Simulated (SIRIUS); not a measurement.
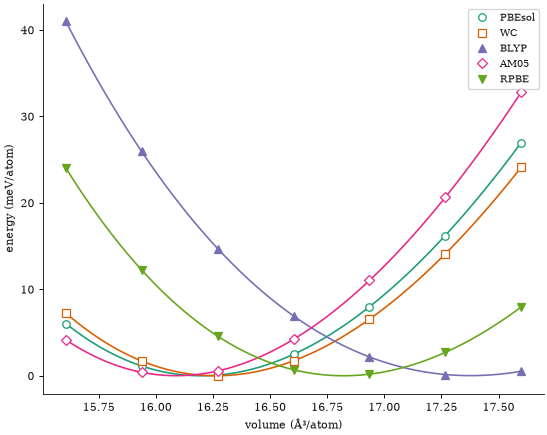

The plot gives the computed energy against volume, with one curve for each functional, for Al (space group Fm-3m).

How it was computed, with SIRIUS 7.12.0: all-electron LAPW DFT, no spin polarisation; energies at scaled volumes of the given cell, shape and fractions fixed, counted from the fit's minimum, third-order Birch-Murnaghan fit. All runs: no spin polarisation.

- k mesh: 11×11×11
- occupations: Fermi–Dirac
- smearing width: 0.05 eV
- potentials: all electron FP LAPW

Order the curves by fitted equilibrium volume, smallest first.

AM05 16.089, PBEsol 16.200, WC 16.263, RPBE 16.821, BLYP 17.377 Å³/atom.

Order the curves by fitted bulk modulus, smallest first.

BLYP 58.5, RPBE 76.8, WC 81.3, PBEsol 83.1, AM05 86.9 GPa.
